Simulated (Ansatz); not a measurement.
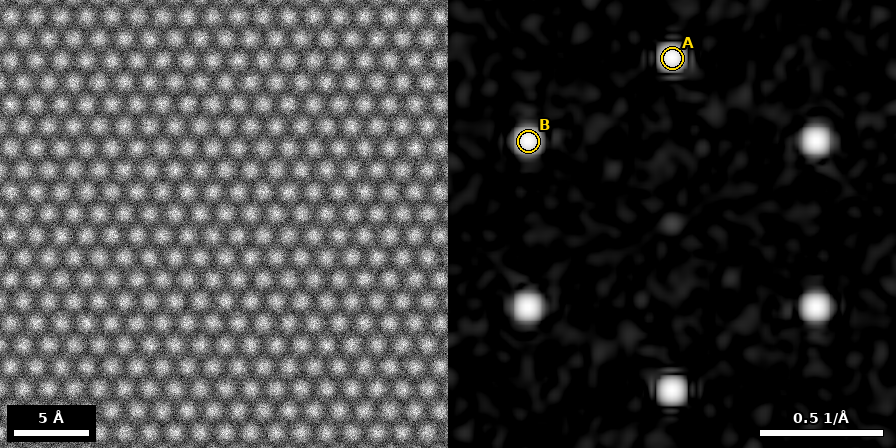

Integrated-DPC-like image of Ti (Fm-3m, No. 225) along [111]. Simulated as the projected potential of neutral atoms (B = 0.8 Å²) blurred by a 0.74 Å probe, the thin-sample limit of integrated differential phase contrast. The display is stretched by a gamma of 0.8; percentages refer to the linear signal. Shot noise was added. Structure used: the input geometry of a calculation; the starting structure was generated, so it need not be a known form of this composition.

The right panel is the modulus of the image's Fourier transform on a logarithmic scale.

a = 4.146 Å, b = 4.146 Å, c = 4.146 Å, α = 90.00°, β = 90.00°, γ = 90.00°

Q: Index the marked spots and give their plane spacings (the zone axis points at the viewer; indices equivalent by symmetry, or all signs reversed, are as good).

A: (0 -2 2), d = 1.47 Å; B: (2 -2 0), d = 1.47 Å. A and B enclose 60°, and every spot obeys the zone law hu + kv + lw = 0 for [111].
